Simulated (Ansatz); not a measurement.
A periodic structure is given below.

```cif
data_structure
_symmetry_space_group_name_H-M 'I m -3 m'
_symmetry_Int_Tables_number 229
_cell_length_a 5.1967
_cell_length_b 5.1967
_cell_length_c 5.1967
_cell_angle_alpha 90.000
_cell_angle_beta 90.000
_cell_angle_gamma 90.000
_cell_volume 140.34
loop_
_atom_site_label
_atom_site_type_symbol
_atom_site_symmetry_multiplicity
_atom_site_Wyckoff_symbol
_atom_site_fract_x
_atom_site_fract_y
_atom_site_fract_z
_atom_site_occupancy
Si1 Si 2 a 0.00000 0.00000 0.00000 1
W1 W 6 b 0.00000 0.00000 0.50000 1
```

What crystal do these data define?

Its composition is SiW$_{3}$. The lattice is body-centred cubic and the space group Im-3m (No. 229). It has 8 atoms to the cell (2 Si, 6 W). The coordination shell of Si holds six W in an octahedral arrangement at 2.60 Å. The neighbours of W are four W and two Si in an octahedral arrangement (2.60 Å to W, 2.60 Å to Si). The bonds build a three-dimensional framework.

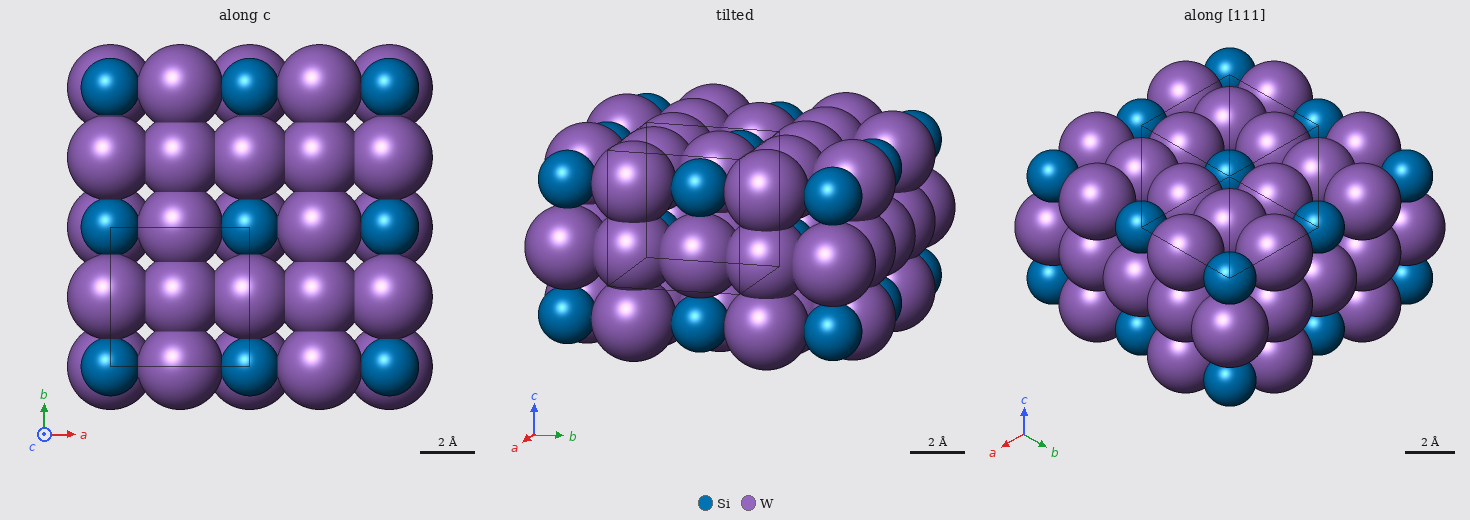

Space-filling drawing of the structure, looking along the c axis, slightly off an axis and along [111]. A 2×2×1 array of cells is drawn; the conventional unit cell has the solid edges.

It derives from a structure listed in the Materials Project. The cell was then strained or its atoms displaced on purpose. A calculation with Ansatz used it as input.

At this level of theory the cell isn't at rest (stretched, at -5 GPa), so its distances can differ from those at equilibrium, the more so the softer the solid.
